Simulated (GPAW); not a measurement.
System: Sn₃Se (space group Fm-3m).

Method: PAW DFT in plane waves, on a grid or in atomic orbitals, no spin polarisation; energies at scaled volumes of the given cell, shape and fractions fixed, counted from the fit's minimum, third-order Birch-Murnaghan fit (GPAW 26.7.0). All runs: no spin polarisation.

- k mesh: 6×6×6
- occupations: Fermi–Dirac
- smearing width: 0.05 eV
- potentials: GPAW PAW data sets (gpaw data 1.2.1)
- wave cutoff: 600 eV

What does the calculation give for the pressure against volume, with one curve for each functional? The cases: PBE; r2SCAN.

The fitted equilibrium volumes, smallest first, are r2SCAN 25.321, PBE 25.795 Å³/atom. The fitted bulk moduli, smallest first, are PBE 49.6, r2SCAN 55.1 GPa. For PBE, the pressure falls from 3.01 GPa at volume 24.45 Å³/atom to −2.82 GPa at 27.57 Å³/atom, and changes sign near 25.79 Å³/atom. For r2SCAN, the pressure falls from 2.06 GPa at volume 24.45 Å³/atom to −3.83 GPa at 27.57 Å³/atom, and changes sign near 25.31 Å³/atom.

PBE:
```tsv
volume (Å³/atom)	pressure (GPa)
24.45	3.01
24.97	1.72
25.49	0.58
26.01	-0.43
26.53	-1.32
27.05	-2.11
27.57	-2.82
```

r2SCAN:
```tsv
volume (Å³/atom)	pressure (GPa)
24.45	2.06
24.97	0.76
25.49	-0.40
26.01	-1.43
26.53	-2.34
27.05	-3.13
27.57	-3.83
```

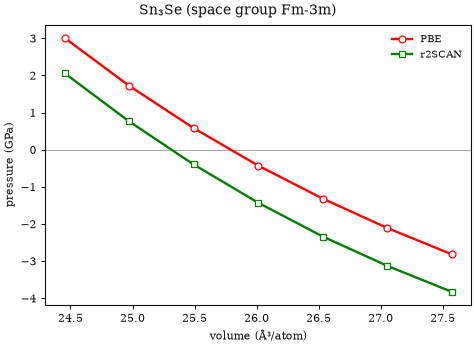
